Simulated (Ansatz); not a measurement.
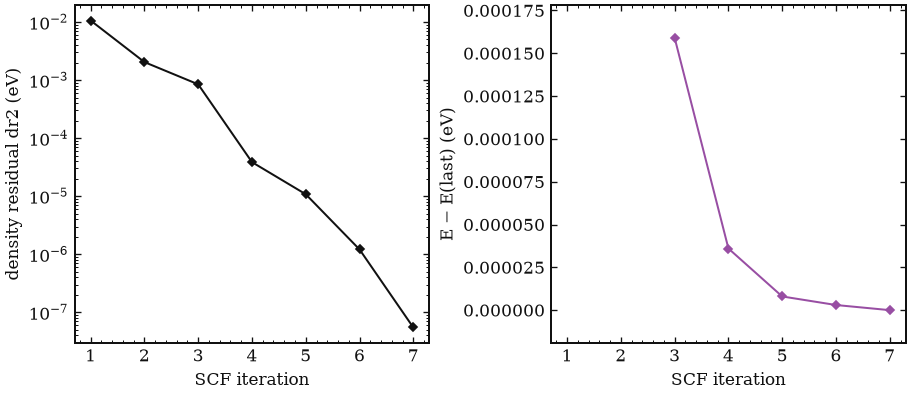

The plot shows the SCF iterations of a calculation: density residual dr2, Harris–Foulkes energy less its last value. The starting density is a sum of atomic densities corrected by a trained network. The first two energies lie far off the scale and aren't drawn.

WSe2 (3 atoms in the cell), run with Ansatz.

```
crystal:
  lattice:
    - [3.2790123668, 0.0, 0.0]
    - [-1.6395061834, 2.839708009, 0.0]
    - [0.0, 0.0, 7.0056381402]
  atoms:
    - { symbol: W, position: [0.0, 0.0, 0.0] }
    - { symbol: Se, position: [0.3333333333, 0.6666666667, 0.2405567615] }
    - { symbol: Se, position: [0.3333333333, 0.6666666667, 0.7594432385] }
basis:
  ecutwfc: 420
kpoints:
  mp_grid: { grid: [12, 12, 4] }
hamiltonian:
  xc: pbe
  dispersion: d3bj
scf:
  occupations: { method: fixed }
  max_iter: 75
output:
  forces: true
  eigenvalues: true
  stress: true
```

Run as:
```bash
ansatz run input.yaml --threads 4 --pin off --max-ram 10240MiB --backend cpu --events-out ev --progress --plain --runs-dir out
```

**How did this run end?**

It converged, after 7 iterations. The residual falls at every step.

**Is anything amiss with this input?**

The input holds an odd setting (fixed occupations whatever the gap). The SCF closed; whether the result suffers can't be told from this run alone.
